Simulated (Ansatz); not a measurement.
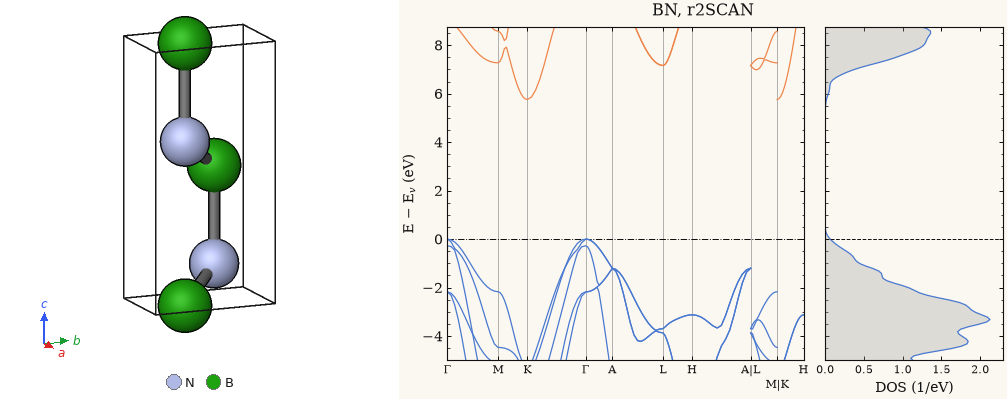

Band structure and density of states, beside the structure. Energies are counted from the top of the valence band. The DOS curve is built from the levels of the k mesh with Gaussians 0.55 eV wide, which also blur the band edges; ripples of that width can come from the mesh.

Input of the run:

```yaml
crystal:
  lattice:
    - [2.5539396017, 0.0, 0.0]
    - [-1.2769698009, 2.2117765748, 0.0]
    - [0.0, 0.0, 4.226855]
  atoms:
    - { symbol: "N", position: [0.3333333333, 0.6666666667, 0.125276] }
    - { symbol: "N", position: [0.6666666667, 0.3333333333, 0.625276] }
    - { symbol: B, position: [0.3333333333, 0.6666666667, 0.499724] }
    - { symbol: B, position: [0.6666666667, 0.3333333333, 0.999724] }
hamiltonian:
  xc: r2scan
  pseudopotentials: { kind: paw }
kpoints:
  mp_grid: { grid: [12, 12, 6] }
  band_path:
    path:
      - [[0.0, 0.0, 0.0], [0.5, 0.0, 0.0], [0.3333333333, 0.3333333333, 0.0], [0.0, 0.0, 0.0], [0.0, 0.0, 0.5], [0.5, 0.0, 0.5], [0.3333333333, 0.3333333333, 0.5], [0.0, 0.0, 0.5]]
      - [[0.5, 0.0, 0.5], [0.5, 0.0, 0.0]]
      - [[0.3333333333, 0.3333333333, 0.0], [0.3333333333, 0.3333333333, 0.5]]
    npoints: 14
scf:
  occupations: { method: fermi_dirac, width: 0.05 }
  n_extra_bands: 10
output:
  forces: true
  stress: true
  eigenvalues: true
  fatbands: true
```

System: wurtzite BN, space group P6_3mc, 4 atoms in the cell.

Level of theory: r2SCAN, Ansatz PAW, no spin polarisation, no spin-orbit coupling, 12×12×6 k mesh, 500 eV cutoff, Fermi-Dirac smearing of 0.05 eV; code Ansatz 0.2.0.

**Read off the fundamental gap and say whether it is direct.**

The material is gapped. The gap along this path is 5.76 eV and indirect, from the valence-band top at Γ to the conduction-band bottom at K; the smallest direct gap is 8.93 eV, between Γ and M.

**What are the direct gaps at M and L?**

The direct gaps are 9.44 eV at M and 10.85 eV at L.

The PAW data sets were made with another functional. LDA, GGA and most meta-GGA functionals understate gaps. The cell is at −5 GPa in this functional. The usual form of BN is layered hexagonal.
